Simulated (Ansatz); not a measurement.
## What a change does: single-point calculation on BaTiO3

System: BaTiO3 (P4mm, 5 atoms in the cell).
Method of run A: DFT, PBE, plane waves, PAW, no spin polarisation (Ansatz 0.2.0).

The structure derives from an entry of the Crystallography Open Database. The geometry comes from this level: r2SCAN (a point of a series of volumes). Text and figures count atoms from 1; the logs count them from 0 in places.

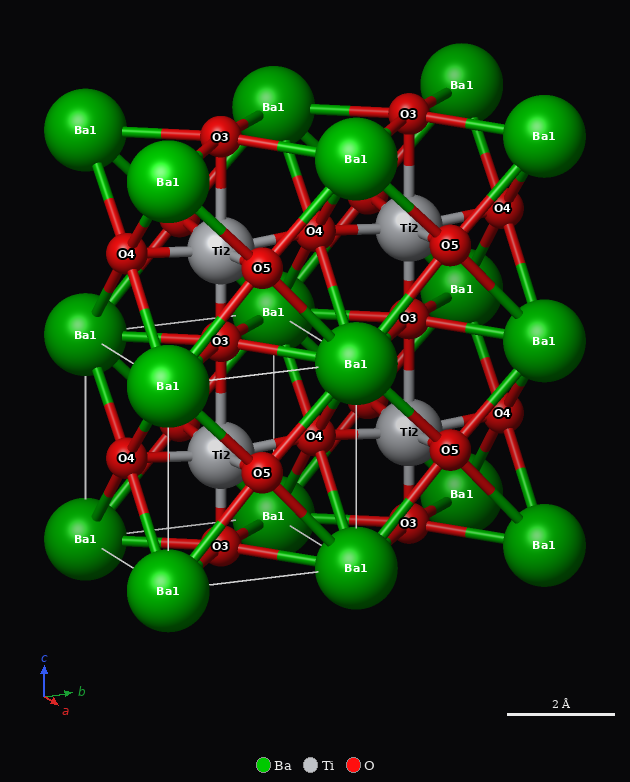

The structure (ball-and-stick view of the cell of the calculation, repeated 1 × 2 × 2, seen slightly off an axis; atoms are numbered from 1 in the order of the input).

### The input, run A
```yaml
crystal:
  lattice:
    - [3.863477979, 0.0, 0.0]
    - [0.0, 3.863477979, 0.0]
    - [0.0, 0.0, 3.9995075412]
  atoms:
    - { symbol: Ba, position: [0.0, 0.0, -0.0043576124] }
    - { symbol: Ti, position: [0.5, 0.5, 0.4775258072] }
    - { symbol: O, position: [0.5, 0.5, 0.0345450355] }
    - { symbol: O, position: [0.5, 0.0, 0.5176433849] }
    - { symbol: O, position: [0.0, 0.5, 0.5176433849] }
kpoints:
  mp_grid: { grid: [2, 2, 2] }
hamiltonian:
  xc: pbe
scf:
  occupations: { method: fermi_dirac, width: 0.02 }
  n_extra_bands: 5
output:
  forces: true
  stress: true
  eigenvalues: true
basis:
  ecutwfc: 260
```

Command:
```bash
ansatz run input.yaml --threads 2 --pin off --max-ram 3686MiB --backend cpu --events-out ev --progress --plain --runs-dir out
```

Hardware: 2 threads of Intel Xeon @ 2.50GHz (Skylake/Cascade Lake), 189 GiB of memory available, shared host.

### Output, shortened to warnings, some set-up lines, iterations and results (run A)
```
Warning: basis.ecutwfc = 260 eV is below the records' recommended 420 eV, and the density's cutoff is lower with it unless basis.ecutrho_ratio is high enough to keep the records' density cutoff: compare with a run at a higher cutoff
Basis set: ecut = 260 eV, 563 PW (Γ), exchange–correlation on 48×48×48 points (8 copies of the dense FFT grid, shifted against one another)
Symmetry: 8 space group operations
k-points: 6 of 8
Initial density: superposition of atomic densities (neutral atoms: chi_scale 0, normalization atom), corrected by the library's trained network
[...]
SCF iter   1: F=—  HF=-10153.841166 eV  |F-HF|=—  |Δ(HF+E_count)|=         —  Δρ=4.22e-2  dr2=2.84e-1  ethr=1.77e-3  ⟨swp⟩=6.2  Hψ=743  notcnv=0
SCF iter   2: F=—  HF=-10153.765100 eV  |F-HF|=—  |Δ(HF+E_count)|=   7.61e-2  Δρ=1.67e-2  dr2=3.04e-2  ethr=7.10e-4  ⟨swp⟩=2.0  Hψ=295  notcnv=0  defer=6
SCF iter   3: F=—  HF=-10153.774685 eV  |F-HF|=—  |Δ(HF+E_count)|=   9.58e-3  Δρ=4.84e-3  dr2=4.37e-3  ethr=7.61e-5  ⟨swp⟩=2.2  Hψ=277  notcnv=0  defer=6
SCF iter   4: F=—  HF=-10153.776044 eV  |F-HF|=—  |Δ(HF+E_count)|=   1.36e-3  Δρ=2.58e-4  dr2=1.13e-5  ethr=1.09e-5  ⟨swp⟩=2.0  Hψ=219  notcnv=0  defer=6
SCF iter   5: F=—  HF=-10153.773722 eV  |F-HF|=—  |Δ(HF+E_count)|=   2.32e-3  Δρ=4.75e-5  dr2=7.06e-7  ethr=2.82e-8  ⟨swp⟩=2.0  Hψ=258  notcnv=0  defer=6
SCF iter   6: F=-10153.773722 eV  HF=-10153.773722 eV  |F-HF|=1.47e-8  |Δ(HF+E_count)|=   3.25e-7  Δρ=9.02e-6  dr2=4.63e-8  ethr=2.50e-10  ⟨swp⟩=8.3  Hψ=668  notcnv=0
SCF 1 converged in 6 iterations: F = -10153.773722 eV  dr2 = 4.63e-8
SCF converged after 6 iterations
Free energy (F): -10153.773722 eV
Harris-Foulkes:  -10153.773722 eV  (|F-HF|=1.47e-8)
Internal energy: -10153.773722 eV  (E = F + TS)
E sigma→0 (E₀):  -10153.773722 eV
Fermi energy:    12.525717 eV
--- Per-component energies (eV) ---
  E_band       = -99.121954
  E_kinetic    = 1002.457466
  E_local      = -2025.316180  (includes V_loc(G=0)·N_el)
  E_nonlocal   = 187.090348
  E_hartree    = 801.055367
  E_xc         = -500.082263
  E_vxc        = -557.447349  (∫ρ·V_xc dr)
  E_paw        = -6741.273018  (= ΣΔE_a)
  E_vpaw       = -308.060757  (= ΣTr[D̂ρ^β])
  E_aug_tail   = 0.041489  (compensation charges beyond the density's cutoff)
  E_ewald      = -2877.746932
  E_smearing   = -0.000000  (= −TS)
  E_closure    = 0.000000  (closes the sum)
  Σ components = -10153.773722   (vs F -10153.773722, Δ=0.00e0)
--- Forces (eV/Å), atoms counted from 1 ---
  atom   1  Ba    -0.00000000     0.00000000     0.03600809
  atom   2  Ti     0.00000000     0.00000000    -1.12294703
  atom   3  O     -0.00000000     0.00000000    -0.39913672
  atom   4  O      0.00000000     0.00000000     0.74298155
  atom   5  O      0.00000000     0.00000000     0.74298155
  max |Σ_I F_I| component: 1.13e-4 eV/Å
--- Stress (GPa, compression-positive) ---
       19.267199       0.000000       0.000000
        0.000000      19.267199       0.000000
        0.000000       0.000000      22.781548
  P = ⅓ Tr σ = 20.4386 GPa (204.386 kbar)
```

For run B the input was changed thus:
```diff
-    - [3.863477979, 0.0, 0.0]
-    - [0.0, 3.863477979, 0.0]
-    - [0.0, 0.0, 3.9995075412]
+    - [4.0246391285, 0.0, 0.0]
+    - [0.0, 4.0246391285, 0.0]
+    - [0.0, 0.0, 4.1663430288]
```

How does run B compare with run A?

With the same functional and potentials, run B lies 82.5 meV per atom lower. The gap on the mesh goes from 1.94 to 1.58 eV. The pressure goes from 20.44 to −5.59 GPa. The largest force goes from 1.123 to 2.643 eV/Å. The volume per atom goes from 11.94 to 13.50 Å³. The SCF takes 7 iterations against 6. The plane waves at Γ go from 563 to 643.

### Output, shortened to warnings, some set-up lines, iterations and results (run B)
```
Warning: basis.ecutwfc = 260 eV is below the records' recommended 420 eV, and the density's cutoff is lower with it unless basis.ecutrho_ratio is high enough to keep the records' density cutoff: compare with a run at a higher cutoff
Basis set: ecut = 260 eV, 643 PW (Γ), exchange–correlation on 48×48×48 points (8 copies of the dense FFT grid, shifted against one another)
Symmetry: 8 space group operations
k-points: 6 of 8
Initial density: superposition of atomic densities (neutral atoms: chi_scale 0, normalization atom), corrected by the library's trained network
[...]
SCF iter   1: F=—  HF=-10154.262144 eV  |F-HF|=—  |Δ(HF+E_count)|=         —  Δρ=4.05e-2  dr2=3.10e-1  ethr=1.77e-3  ⟨swp⟩=6.0  Hψ=728  notcnv=0
SCF iter   2: F=—  HF=-10154.175798 eV  |F-HF|=—  |Δ(HF+E_count)|=   8.63e-2  Δρ=1.54e-2  dr2=3.00e-2  ethr=7.75e-4  ⟨swp⟩=2.0  Hψ=299  notcnv=0  defer=6
SCF iter   3: F=—  HF=-10154.186342 eV  |F-HF|=—  |Δ(HF+E_count)|=   1.05e-2  Δρ=4.99e-3  dr2=5.31e-3  ethr=7.50e-5  ⟨swp⟩=2.0  Hψ=222  notcnv=0  defer=6
SCF iter   4: F=—  HF=-10154.188081 eV  |F-HF|=—  |Δ(HF+E_count)|=   1.74e-3  Δρ=2.53e-4  dr2=1.42e-5  ethr=1.33e-5  ⟨swp⟩=2.0  Hψ=228  notcnv=0  defer=6
SCF iter   5: F=—  HF=-10154.186186 eV  |F-HF|=—  |Δ(HF+E_count)|=   1.90e-3  Δρ=4.84e-5  dr2=1.65e-6  ethr=3.55e-8  ⟨swp⟩=2.0  Hψ=261  notcnv=0  defer=6
SCF iter   6: F=—  HF=-10154.186186 eV  |F-HF|=—  |Δ(HF+E_count)|=   1.23e-7  Δρ=1.15e-5  dr2=1.18e-7  ethr=4.14e-9  ⟨swp⟩=2.7  Hψ=211  notcnv=0  defer=6
SCF iter   7: F=-10154.186186 eV  HF=-10154.186186 eV  |F-HF|=3.24e-10  |Δ(HF+E_count)|=   3.11e-8  Δρ=3.15e-6  dr2=5.69e-9  ethr=2.50e-10  ⟨swp⟩=8.2  Hψ=570  notcnv=0
SCF 1 converged in 7 iterations: F = -10154.186186 eV  dr2 = 5.69e-9
SCF converged after 7 iterations
Free energy (F): -10154.186186 eV
Harris-Foulkes:  -10154.186186 eV  (|F-HF|=3.24e-10)
Internal energy: -10154.186186 eV  (E = F + TS)
E sigma→0 (E₀):  -10154.186186 eV
Fermi energy:    10.631585 eV
--- Per-component energies (eV) ---
  E_band       = -171.665625
  E_kinetic    = 987.906290
  E_local      = -2172.236297  (includes V_loc(G=0)·N_el)
  E_nonlocal   = 185.634824
  E_hartree    = 842.397375
  E_xc         = -496.245347
  E_vxc        = -552.183596  (∫ρ·V_xc dr)
  E_paw        = -6739.173190  (= ΣΔE_a)
  E_vpaw       = -305.623339  (= ΣTr[D̂ρ^β])
  E_aug_tail   = 0.041665  (compensation charges beyond the density's cutoff)
  E_ewald      = -2762.511506
  E_smearing   = -0.000000  (= −TS)
  E_closure    = -0.000000  (closes the sum)
  Σ components = -10154.186186   (vs F -10154.186186, Δ=0.00e0)
--- Forces (eV/Å), atoms counted from 1 ---
  atom   1  Ba     0.00000000     0.00000000    -0.13031518
  atom   2  Ti    -0.00000000     0.00000000    -2.64263711
  atom   3  O     -0.00000000     0.00000000     1.59506456
  atom   4  O      0.00000000     0.00000000     0.58884699
  atom   5  O      0.00000000     0.00000000     0.58884699
  max |Σ_I F_I| component: 1.94e-4 eV/Å
--- Stress (GPa, compression-positive) ---
       -6.875723       0.000000       0.000000
        0.000000      -6.875723       0.000000
        0.000000       0.000000      -3.021581
  P = ⅓ Tr σ = -5.5910 GPa (-55.910 kbar)
```

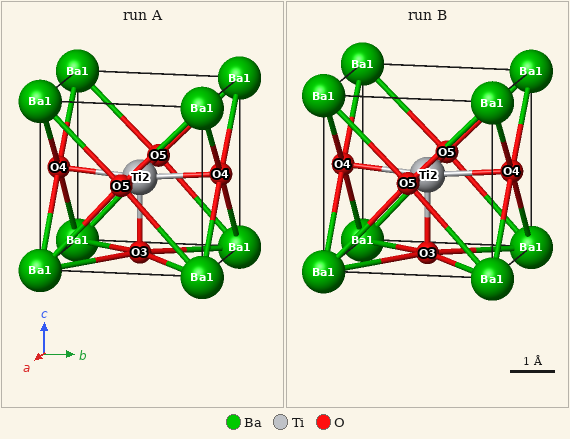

The two input geometries at one scale (ball-and-stick view of the cell of the calculation, seen slightly off an axis). The atoms keep their places relative to the cell (all moves are under 0.005 Å). Cell: a = b 3.863 → 4.025 Å (+4.2 %), c 4.000 → 4.166 Å (+4.2 %). Volume +13.0 %. Among the contacts that change: Ba1–O4 2.844 → 2.963 Å, Ba1–O3 2.736 → 2.850 Å, Ti2–O3 2.228 → 2.321 Å, Ti2–O4 1.938 → 2.019 Å.

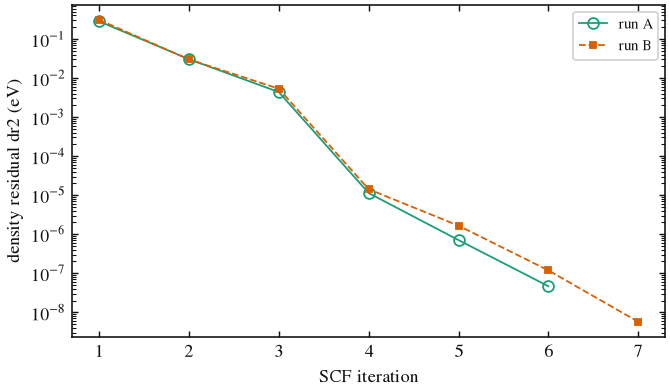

Convergence of the two runs: density residual dr2 against the SCF iteration. Run A takes 6 iterations in all, and run B takes 7.

### The two runs side by side

```tsv
quantity	run A	run B
outcome	converged	converged
free energy per atom (eV)	−2030.7547	−2030.8372
gap on the mesh (eV)	1.94	1.58
pressure (GPa)	20.44	−5.59
volume per atom (Å³)	11.94	13.50
largest force (eV/Å)	1.123	2.643
SCF iterations	6	7
irreducible k-points	6	6
plane waves at Γ	563	643
wall time (shared host)	2.2 s	2.2 s
```

For both runs: Warnings: the cutoff is below the recommended one. The k-point mesh is coarse for a cell of this size, so the results may not be converged.
